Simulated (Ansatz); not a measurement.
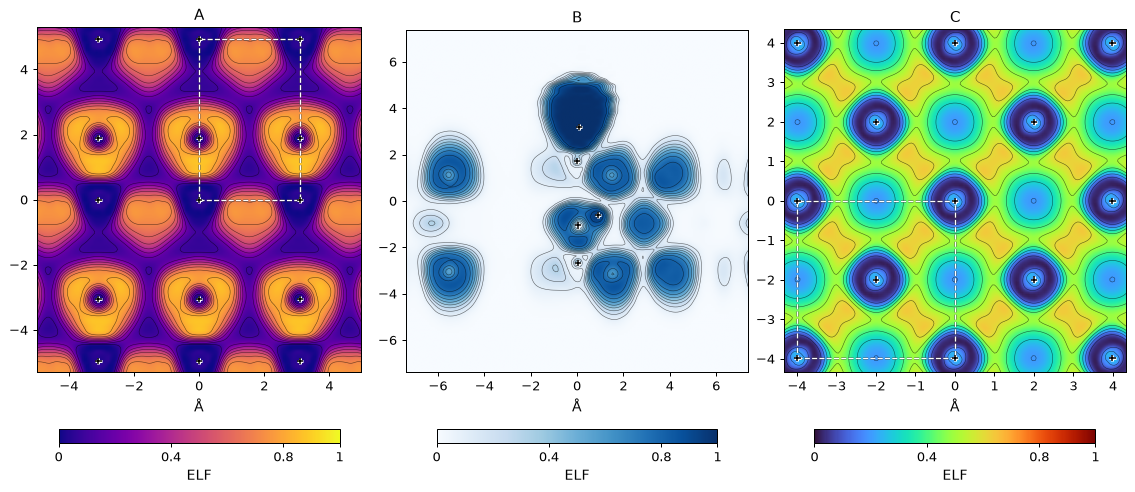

The electron localisation function of 3 systems, each on a plane through atoms (crosses mark nuclei in the plane).

Level of theory: DFT LDA, scalar-relativistic, plane waves, PAW in Ansatz 0.2.0.

System 1: Al, the (010) plane of the conventional cell. Space group Fm-3m; a generated structure, not necessarily the stable one; computed without spin polarisation.

```xyz
4
Lattice="3.9863 0.0000 0.0000 0.0000 3.9863 0.0000 0.0000 0.0000 3.9863" Properties=species:S:1:pos:R:3 pbc="T T T"
Al    0.0000    0.0000    0.0000
Al    1.9932    1.9932    0.0000
Al    1.9932    0.0000    1.9932
Al    0.0000    1.9932    1.9932
```

System 2: Si$_{4}$HO$_{8}$, the (110) plane of the calculation cell, a cut from vacuum to vacuum. 

```xyz
26
Lattice="10.6400 0.0000 0.0000 -2.6600 4.6073 0.0000 0.0000 0.0000 18.0000" Properties=species:S:1:pos:R:3 pbc="T T T"
Si   -0.0108    3.1074   11.6752
Si    0.0193    3.0889    7.2983
O     0.0321    3.0966    8.9082
Si    2.6489    1.5440   10.6097
Si    2.6565    1.5459    7.3660
O     2.5615    1.5474    8.9908
O     2.6423    0.0587   11.2171
O     2.6673    0.0288    6.8080
O     9.2791    2.3224   11.2453
O    -1.3323    2.3372    6.8053
O     1.3182    2.3456   11.0858
O     1.3551    2.3186    6.7846
Si    5.3207    3.1055   10.5971
Si    5.3311    3.1046    7.3960
O     5.3294    3.1088    8.9978
Si    7.9957    1.5787   10.6175
Si    8.0041    1.5778    7.3971
O     8.0454    1.6018    9.0090
O     7.9707    0.0317   11.1146
O     7.9832    0.0357    6.8909
O     3.9818    2.3300   11.0849
O     4.0014    2.3210    6.9055
O     6.6440    2.3303   11.1137
O     6.6617    2.3348    6.8915
H     0.7726    2.6267    9.3456
H     0.0784    3.0789   13.1467
```

System 3: AlN, the (010) plane of the conventional cell. Space group P6₃mc; a generated structure, not necessarily the stable one.

Question: Which map belongs to which system?

Answer: Panel A is system 3, AlN: the plane holds Al and N. Al–N (1.89 Å): the ELF peaks at about 0.90 between the atoms, as expected for a shared but strongly polarised pair. Panel B is system 2, Si$_{4}$HO$_{8}$: the plane holds Si, O and H. O–H (0.98 Å): the ELF climbs to about 0.95 towards the hydrogen, as it does in any bond to H (an ordinary covalent bond to hydrogen). Panel C is system 1, Al: the plane holds Al. Al–Al (2.82 Å): the ELF peaks at about 0.65 between the atoms.
